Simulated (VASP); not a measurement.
## Geometry relaxation, with input and output: InPd (part 3 of 5)

Continued. System: InPd (slab, 8 atoms in the cell). Method: Kohn-Sham DFT of a periodic cell, RPBE, VASP PAW PBE potentials, recommended, no spin polarisation (VASP 6.6.1); cutoff 520 eV, 8×8×1 k-mesh, Gaussian smearing of 0.05 eV. The structure derives from a Materials Project entry. It belongs to a series of runs on one base structure; here: the (1 0 0) slab of InPd, cut from the database cell, not relaxed.

Geometry of the input (Å; fractional positions):
```
3.2719  0.0000  0.0000
0.0000  3.2719  0.0000
0.0000  0.0000  26.4516
Pd 0.5000  0.5000  0.2835
Pd 0.5000  0.5000  0.4072
Pd 0.5000  0.5000  0.5309
Pd 0.5000  0.5000  0.6546
In 0.0000  0.0000  0.3454
In 0.0000  0.0000  0.4691
In 0.0000  0.0000  0.5928
In 0.0000  0.0000  0.7165
```

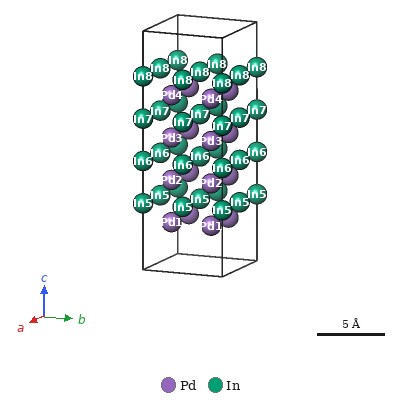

*The structure as given in the input (spheres-only view of the 2 × 2 repeat of the cell, with the vacuum cut short, seen slightly off an axis; atoms are numbered from 1 in the order of the input).*

## Parts of OUTCAR, continued
```
   k-points           NKPTS =     15   k-points in BZ     NKDIM =     15   number of bands    NBANDS=     55
   number of dos      NEDOS =    301   number of ions     NIONS =      8
   total plane-waves  NPLWV = 115200
   dimension x,y,z NGX =    24 NGY =   24 NGZ =  200
   dimension x,y,z NGXF=    48 NGYF=   48 NGZF=  400
   ions per type =               4   4
   NGX,Y,Z   is equivalent  to a cutoff of  12.19, 12.19, 12.57 a.u.
   NGXF,Y,Z  is equivalent  to a cutoff of  24.39, 24.39, 25.14 a.u.
 SYSTEM =  unknown system
   PREC   = accura    normal or accurate (medium, high low for compatibility)
   ISTART =      0    job   : 0-new  1-cont  2-samecut
   ICHARG =      2    charge: 1-file 2-atom 10-const
   ISPIN  =      1    spin polarized calculation?
   LNONCOLLINEAR =      F non collinear calculations
   LSORBIT =      F    spin-orbit coupling
   LASPH  =      T    aspherical Exc in radial PAW
   ENCUT  =  520.0 eV  38.22 Ry    6.18 a.u.   6.08  6.08 49.18*2*pi/ulx,y,z
   NELM   =     80;   NELMIN=  2; NELMDL= -5     # of ELM steps
   EDIFF  = 0.1E-06   stopping-criterion for ELM
   LREAL  =      F    real-space projection
   EDIFFG = -.5E-02   stopping-criterion for IOM
   NSW    =     40    number of steps for IOM
   IBRION =      2    ionic relax: 0-MD 1-quasi-New 2-CG
   NFREE  =      1    steps in history (QN), initial steepest desc. (CG)
   ISIF   =      2    stress and relaxation
   ISYM   =      2    0-nonsym 1-usesym 2-fastsym
   POTIM  = 0.5000    time-step for ionic-motion
   TEBEG  =    0.0;   TEEND  =   0.0 temperature during run
   PSTRESS=    0.0 pullay stress
   NELECT =      92.0000    total number of electrons
   NUPDOWN=      -1.0000    fix difference up-down
   EMIN   =  10.00;   EMAX   =-10.00  energy-range for DOS
   EFERMI =   0.00;   METHOD = LEGACY
   ISMEAR =     0;   SIGMA  =   0.05  broadening in eV -4-tet -1-fermi 0-gaus
   EFERMI_NEDOS =   21; number of points for ismear=-14 and -15
   IALGO  =     68    algorithm
   IMIX   =      4    mixing-type and parameters
     AMIX     =   0.40;   BMIX     =  1.00
     AMIX_MAG =   1.60;   BMIX_MAG =  1.00
  volume/ion in A,a.u.               =      35.40       238.87
  Fermi-wavevector in a.u.,A,eV,Ry     =   1.125438  2.126769 17.233277  1.266610
  Thomas-Fermi vector in A             =   2.262115
   LORBIT       =      0    0 simple, 1 ext, 2 COOP (PROOUT), +10 PAW based schemes
   GGA     = RP    functional components
   LHFCALC =     F    Hartree Fock is set to
   AEXX    =    0.0000 exact exchange contribution
   IVDW    =     0    specifies the selected vdW correction
   LEPSILON=     F    determine dielectric tensor
   LRPA    =     F    only Hartree local field effects (RPA)
 conjugate gradient relaxation of ions
 non-spin polarized calculation
 RMM-DIIS sequential band-by-band and
 Gauss-broadening in eV      SIGMA  =   0.05
  energy-cutoff  :      520.00
  volume of cell :      283.17
 maximum number of plane-waves:      7704
   NGX = 13   NGY = 13   NGZ = 99

--------------------------------------- Ionic step        1  -------------------------------------------

 number of electron      91.9999980 magnetization

 Free energy of the ion-electron system (eV)
  ---------------------------------------------------
  ext. energy  EPLUGINS =         0.00000000
  ---------------------------------------------------
  free energy    TOTEN  =       -29.49685960 eV

  energy without entropy =      -29.49510966  energy(sigma->0) =      -29.49598463

------------------------ aborting loop because EDIFF is reached ----------------------------------------

  FORCE on cell =-STRESS in cart. coord.  units (eV):
  Direction    XX          YY          ZZ          XY          YZ          ZX
  --------------------------------------------------------------------------------------
  -------------------------------------------------------------------------------------
  Total        4.2805435      4.2805435      3.4655688      0.0000000      0.0000000      0.0000000
  in kB       24.2193008     24.2193008     19.6081767      0.0000000      0.0000000      0.0000000
  external PRESSURE =      22.6822595 kB  Pullay stress =       0.0000000 kB

 VOLUME and BASIS-vectors are now :
 -----------------------------------------------------------------------------
  energy-cutoff  :      520.00
  volume of cell :      283.17
      direct lattice vectors                 reciprocal lattice vectors
     3.271884780  0.000000000  0.000000000     0.305634234  0.000000000  0.000000000
     0.000000000  3.271884780  0.000000000     0.000000000  0.305634234  0.000000000
     0.000000000  0.000000000 26.451596730     0.000000000  0.000000000  0.037804901

 POSITION                                       TOTAL-FORCE (eV/Angst)
 -----------------------------------------------------------------------------------
      1.63594      1.63594      7.50000        -0.000000     -0.000000      0.544125
      1.63594      1.63594     10.77188         0.000000      0.000000      0.222127
      1.63594      1.63594     14.04377         0.000000     -0.000000     -0.189543
      1.63594      1.63594     17.31565         0.000000     -0.000000     -0.065806
      0.00000      0.00000      9.13594         0.000000     -0.000000     -1.104136
      0.00000      0.00000     12.40783         0.000000     -0.000000     -0.031053
      0.00000      0.00000     15.67971         0.000000     -0.000000      0.154995
      0.00000      0.00000     18.95160         0.000000      0.000000      0.469291
 -----------------------------------------------------------------------------------
    total drift:                                0.000000     -0.000000     -0.001169

  FREE ENERGIE OF THE ION-ELECTRON SYSTEM (eV)
  ---------------------------------------------------
  free  energy   TOTEN  =       -29.4968595960 eV

  energy  without entropy=      -29.4951096636  energy(sigma->0) =      -29.49598463

--------------------------------------- Ionic step        2  -------------------------------------------

 number of electron      91.9999978 magnetization

------------------------ aborting loop because EDIFF is reached ----------------------------------------

  FORCE on cell =-STRESS in cart. coord.  units (eV):
  Direction    XX          YY          ZZ          XY          YZ          ZX
  --------------------------------------------------------------------------------------
  -------------------------------------------------------------------------------------
  Total        4.1525953      4.1525953      3.2286567      0.0000000      0.0000000      0.0000000
  in kB       23.4953701     23.4953701     18.2677289      0.0000000      0.0000000      0.0000000
  external PRESSURE =      21.7528230 kB  Pullay stress =       0.0000000 kB

 VOLUME and BASIS-vectors are now :
 -----------------------------------------------------------------------------
  energy-cutoff  :      520.00
  volume of cell :      283.17
      direct lattice vectors                 reciprocal lattice vectors
     3.271884780  0.000000000  0.000000000     0.305634234  0.000000000  0.000000000
     0.000000000  3.271884780  0.000000000     0.000000000  0.305634234  0.000000000
     0.000000000  0.000000000 26.451596730     0.000000000  0.000000000  0.037804901

 POSITION                                       TOTAL-FORCE (eV/Angst)
 -----------------------------------------------------------------------------------
      1.63594      1.63594      7.50000         0.000000     -0.000000      0.543680
      1.63594      1.63594     10.77188         0.000000      0.000000      0.217612
      1.63594      1.63594     14.03463         0.000000      0.000000     -0.125674
      1.63594      1.63594     17.31248         0.000000     -0.000000     -0.008538
      0.00000      0.00000      9.13594         0.000000     -0.000000     -1.098260
      0.00000      0.00000     12.40783        -0.000000     -0.000000     -0.039078
      0.00000      3.27188     15.68719         0.000000     -0.000000      0.114199
      0.00000      0.00000     18.97424         0.000000     -0.000000      0.396059
 -----------------------------------------------------------------------------------
    total drift:                                0.000000      0.000000      0.001072

  FREE ENERGIE OF THE ION-ELECTRON SYSTEM (eV)
  ---------------------------------------------------
  free  energy   TOTEN  =       -29.5091899396 eV

  energy  without entropy=      -29.5074680704  energy(sigma->0) =      -29.50832901

--------------------------------------- Ionic step        3  -------------------------------------------

 number of electron      91.9999980 magnetization

------------------------ aborting loop because EDIFF is reached ----------------------------------------

  FORCE on cell =-STRESS in cart. coord.  units (eV):
  Direction    XX          YY          ZZ          XY          YZ          ZX
  --------------------------------------------------------------------------------------
  -------------------------------------------------------------------------------------
  Total        3.8419853      3.8419853      2.5961380      0.0000000      0.0000000      0.0000000
  in kB       21.7379402     21.7379402     14.6889402      0.0000000      0.0000000      0.0000000
  external PRESSURE =      19.3882735 kB  Pullay stress =       0.0000000 kB

 VOLUME and BASIS-vectors are now :
 -----------------------------------------------------------------------------
  energy-cutoff  :      520.00
  volume of cell :      283.17
      direct lattice vectors                 reciprocal lattice vectors
     3.271884780  0.000000000  0.000000000     0.305634234  0.000000000  0.000000000
     0.000000000  3.271884780  0.000000000     0.000000000  0.305634234  0.000000000
     0.000000000  0.000000000 26.451596730     0.000000000  0.000000000  0.037804901

 POSITION                                       TOTAL-FORCE (eV/Angst)
 -----------------------------------------------------------------------------------
      1.63594      1.63594      7.50000        -0.000000      0.000000      0.544436
      1.63594      1.63594     10.77188         0.000000      0.000000      0.205350
      1.63594      1.63594     14.00719        -0.000000      0.000000      0.059969
      1.63594      1.63594     17.30296        -0.000000     -0.000000      0.148803
      0.00000      0.00000      9.13594        -0.000000      0.000000     -1.083947
      0.00000      0.00000     12.40783        -0.000000      0.000000     -0.065738
      0.00000      0.00000     15.70962        -0.000000      0.000000     -0.010121
      0.00000      0.00000     19.04216        -0.000000      0.000000      0.201247
 -----------------------------------------------------------------------------------
    total drift:                                0.000000     -0.000000     -0.001725

  FREE ENERGIE OF THE ION-ELECTRON SYSTEM (eV)
  ---------------------------------------------------
  free  energy   TOTEN  =       -29.5305675761 eV

  energy  without entropy=      -29.5284276794  energy(sigma->0) =      -29.52949763

 vacuum level on the upper side and lower side of the slab       (xc-potential included)        -0.439        -0.012

 dipolmoment           0.000000      0.000000      0.095459 electrons x Angstroem

[... ionic steps 4 to 12 ...]

--------------------------------------- Ionic step       13  -------------------------------------------

 number of electron      91.9999975 magnetization

------------------------ aborting loop because EDIFF is reached ----------------------------------------

  FORCE on cell =-STRESS in cart. coord.  units (eV):
  Direction    XX          YY          ZZ          XY          YZ          ZX
  --------------------------------------------------------------------------------------
  -------------------------------------------------------------------------------------
  Total        1.8687529      1.8687529      0.4827289      0.0000000      0.0000000      0.0000000
  in kB       10.5733979     10.5733979      2.7312785      0.0000000      0.0000000      0.0000000
  external PRESSURE =       7.9593581 kB  Pullay stress =       0.0000000 kB

 VOLUME and BASIS-vectors are now :
 -----------------------------------------------------------------------------
  energy-cutoff  :      520.00
  volume of cell :      283.17
      direct lattice vectors                 reciprocal lattice vectors
     3.271884780  0.000000000  0.000000000     0.305634234  0.000000000  0.000000000
     0.000000000  3.271884780  0.000000000     0.000000000  0.305634234  0.000000000
     0.000000000  0.000000000 26.451596730     0.000000000  0.000000000  0.037804901

 POSITION                                       TOTAL-FORCE (eV/Angst)
 -----------------------------------------------------------------------------------
      1.63594      1.63594      7.50000         0.000000     -0.000000      0.513704
      1.63594      1.63594     10.77188        -0.000000     -0.000000      0.254171
      1.63594      1.63594     14.09005         0.000000      0.000000     -0.014507
      1.63594      1.63594     17.53593        -0.000000     -0.000000      0.001697
      0.00000      0.00000      9.13594        -0.000000     -0.000000     -1.069507
      0.00000      0.00000     12.40783        -0.000000     -0.000000      0.321369
      3.27188      0.00000     15.86178        -0.000000     -0.000000     -0.012226
      0.00000      3.27188     19.30851        -0.000000      0.000000      0.005299
 -----------------------------------------------------------------------------------
    total drift:                                0.000000     -0.000000     -0.002061

  FREE ENERGIE OF THE ION-ELECTRON SYSTEM (eV)
  ---------------------------------------------------
  free  energy   TOTEN  =       -29.5706109464 eV

  energy  without entropy=      -29.5603095891  energy(sigma->0) =      -29.56546027

--------------------------------------- Ionic step       14  -------------------------------------------

 number of electron      91.9999975 magnetization

------------------------ aborting loop because EDIFF is reached ----------------------------------------

  FORCE on cell =-STRESS in cart. coord.  units (eV):
  Direction    XX          YY          ZZ          XY          YZ          ZX
  --------------------------------------------------------------------------------------
  -------------------------------------------------------------------------------------
  Total        1.8701489      1.8701489      0.4929006      0.0000000      0.0000000      0.0000000
  in kB       10.5812960     10.5812960      2.7888298      0.0000000      0.0000000      0.0000000
  external PRESSURE =       7.9838073 kB  Pullay stress =       0.0000000 kB

 VOLUME and BASIS-vectors are now :
 -----------------------------------------------------------------------------
  energy-cutoff  :      520.00
  volume of cell :      283.17
      direct lattice vectors                 reciprocal lattice vectors
     3.271884780  0.000000000  0.000000000     0.305634234  0.000000000  0.000000000
     0.000000000  3.271884780  0.000000000     0.000000000  0.305634234  0.000000000
     0.000000000  0.000000000 26.451596730     0.000000000  0.000000000  0.037804901

 POSITION                                       TOTAL-FORCE (eV/Angst)
 -----------------------------------------------------------------------------------
      1.63594      1.63594      7.50000         0.000000      0.000000      0.513021
      1.63594      1.63594     10.77188         0.000000     -0.000000      0.253293
      1.63594      1.63594     14.08680         0.000000     -0.000000     -0.005170
      1.63594      1.63594     17.53485        -0.000000      0.000000      0.000221
      0.00000      0.00000      9.13594         0.000000      0.000000     -1.070025
      0.00000      0.00000     12.40783         0.000000      0.000000      0.311978
      0.00000      0.00000     15.85938         0.000000      0.000000     -0.005305
      0.00000      0.00000     19.30852         0.000000      0.000000      0.001987
 -----------------------------------------------------------------------------------
    total drift:                                0.000000     -0.000000      0.000291
```
